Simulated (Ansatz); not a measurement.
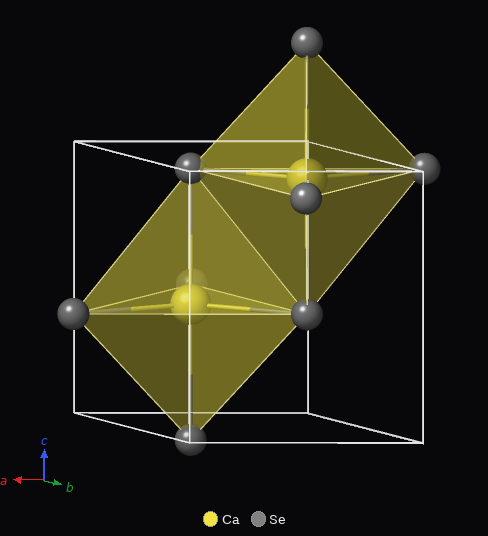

Polyhedral representation of a periodic structure, projected from a general direction. The lines enclose the simulation cell; boundary atoms appear with their images. Some neighbours outside the box are added.

The calculation's input:
```yaml
crystal:
  lattice:
    - [5.0055959641, 0.0, 0.0]
    - [-2.5027979821, 4.334973266, 0.0]
    - [0.0, 0.0, 5.8757334056]
  atoms:
    - { symbol: Ca, position: [0.3333333333, 0.6666666667, -0.0624992789] }
    - { symbol: Ca, position: [0.6666666667, 0.3333333333, 0.4375007211] }
    - { symbol: Se, position: [0.3333333333, 0.6666666667, 0.4374992789] }
    - { symbol: Se, position: [0.6666666667, 0.3333333333, 0.9374992789] }
kpoints:
  mp_grid: { grid: [6, 6, 4] }
hamiltonian:
  xc: r2scan
scf:
  occupations: { method: fixed }
dielectric: {}
```
Run as:
```sh
ansatz run input.yaml --threads 2 --pin off --max-ram 2211MiB --backend cpu --events-out ev --progress --plain --runs-dir out
```

Level of theory: DFT, r2SCAN, plane waves, PAW (Ansatz). Settings were plane waves up to 500 eV, Brillouin-zone sampling on a 6×6×4 mesh, no spin polarisation.

### Classify it as metallic or gapped, with the value.

A semiconductor at this level, with a gap of 2.89 eV, indirect; the smallest direct gap is 3.05 eV.

### How strongly do the electrons screen (ε∞)?

ε∞ averages 4.1.

The structure was taken from a structure type filled with these elements by a generator (whether the compound takes this form wasn't checked). Earlier steps of the study, as a rule a relaxation of our own, may have changed the cell and positions, so they can lie some per cent off the listed ones. A calculation with Ansatz used it as input.
